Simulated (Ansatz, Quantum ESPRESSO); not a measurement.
# C(110), F on both faces: the dipole at 0.1 V/Å at a withheld member of a series

Method. Quantum ESPRESSO 7.5, PBE, GBRV ultrasoft. All atoms relax in a periodic cell with 16 Å of vacuum in the starting cell; runs with a sawtooth field of 0 and 0.1 V/Å and a dipole correction follow on the relaxed atoms, and bands along a path. Fermi-Dirac smearing of 0.002 Ry. The slabs take the lattice constants of the bulk relaxed by the same program. The series steps the number of layers.

| number of layers | dipole at 0.1 V/Å (e Å) |
| --- | --- |
| 3 layers | 0.0253 |
| 4 layers | 0.0305 |
| 5 layers | 0.0358 |
| 6 layers | 0.0410 |
| 7 layers | 0.0461 |
| 8 layers | 0.0513 |
| 11 layers | 0.0671 |

**Question.** What is the dipole at 0.1 V/Å at 9 layers?

By hand: The rows at 8 layers and 11 layers give a slope of (0.0671 − (0.0513))/(11 − (8)) = 0.005267, so a straight line gives 0.0566 e Å. A parabola through these and the row at 7 layers gives 0.0565 e Å.

What the calculation gave: 0.0566 e Å. The line misses by 0.0000 and the parabola by −0.0001 e Å. Both misses are under 5 % of the step from the nearer row.

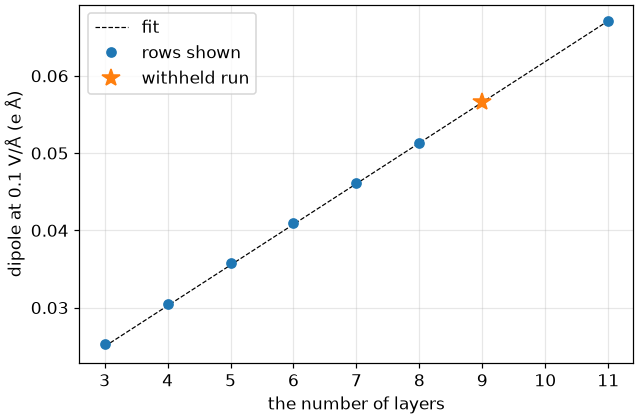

The rows shown, the fit and the withheld run.

**Limits.** Semilocal gaps are too small; no spin-orbit coupling; every broken bond is capped, which crowds large atoms; the ions are held in the field.
